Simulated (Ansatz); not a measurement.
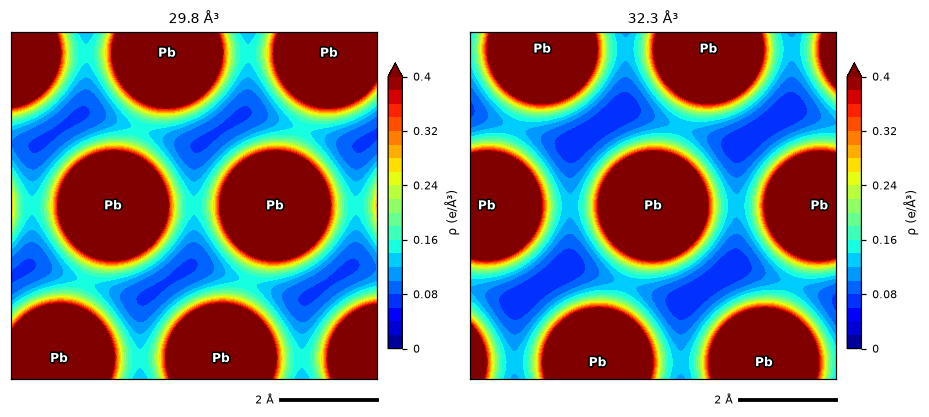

Pb. The valence electron density of cells scaled evenly to different volumes (given per atom above each panel), on the (11̄0) plane of each (indices in the axes of the cell below), at one length scale and on one colour scale.

A structure from a database of computed crystals, not necessarily the ambient phase.

Theory: Kohn-Sham DFT of a periodic cell, HSE06, Ansatz PAW (Ansatz 0.2.0).

In a PAW calculation such maps are meaningful between the atoms, not at the nuclei.

The largest cell:

```cif
data_structure
_symmetry_space_group_name_H-M 'P 1'
_symmetry_Int_Tables_number 1
_cell_length_a 3.4740
_cell_length_b 3.4740
_cell_length_c 3.4740
_cell_angle_alpha 109.471
_cell_angle_beta 109.471
_cell_angle_gamma 109.471
_cell_volume 32.27
loop_
_atom_site_label
_atom_site_type_symbol
_atom_site_fract_x
_atom_site_fract_y
_atom_site_fract_z
_atom_site_occupancy
Pb1 Pb 0.00000 0.00000 0.00000 1
```

| volume (Å³/atom) | Pb–Pb contact in the plane (Å) | ρ at its midpoint (e/Å³) | pressure (GPa) | 
| --- | --- | --- | --- |
| 29.79 | 3.383 | 0.144 | 1.3 | 
| 31.65 | 3.452 | ? | ? | 
| 32.27 | 3.474 | 0.125 | −2.0 | 

Q: Estimate the missing row, and compare with the calculation.

A: Over the known rows ln ρ falls by 1.55 per Å of Pb–Pb distance (the line through the two), which gives 0.129 e/Å³ at 3.452 Å; the calculation gives 0.129 e/Å³. For the pressure, a straight line in volume between the neighbouring rows gives −1.2 GPa; the calculation gives −1.3.
